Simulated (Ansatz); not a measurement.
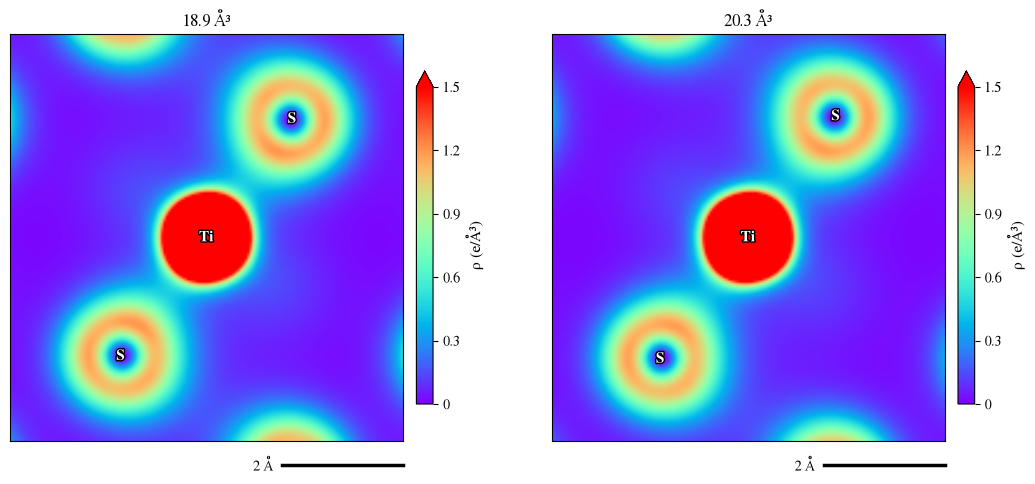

TiS₂. The valence charge density (pseudo) of cells scaled evenly to different volumes (given per atom above each panel), on the (110) plane of each (indices in the axes of the cell below), at one length scale and on one colour scale.

Computed without spin polarisation.

These are results of DFT, PBEsol, PAW with Ansatz's default frozen-core files, scalar-relativistic in Ansatz, not measurements.

The density is the valence pseudo-density of a PAW calculation; it isn't the true density close to the nuclei.

The largest cell:

```
CELL_PARAMETERS angstrom
3.47892 0.00000 0.00000
-1.73946 3.01283 0.00000
0.00000 0.00000 5.80670
ATOMIC_POSITIONS crystal
Ti 0.00000 0.00000 0.00000
S 0.33333 0.66667 0.25000
S 0.66667 0.33333 0.75000
```

| volume (Å³/atom) | Ti–S contact in the plane (Å) | ρ at its midpoint (e/Å³) | pressure (GPa) | 
| --- | --- | --- | --- |
| 18.95 | 2.422 | 0.477 | −2.6 | 
| 19.90 | 2.463 | ? | ? | 
| 20.29 | 2.478 | 0.437 | −8.2 | 

Q: Estimate the missing row, and compare with the calculation.

A: Over the known rows ln ρ falls by 1.56 per Å of Ti–S distance (the line through the two), which gives 0.447 e/Å³ at 2.463 Å; the calculation gives 0.448 e/Å³. For the pressure, a straight line in volume between the neighbouring rows gives −6.6 GPa; the calculation gives −6.8.
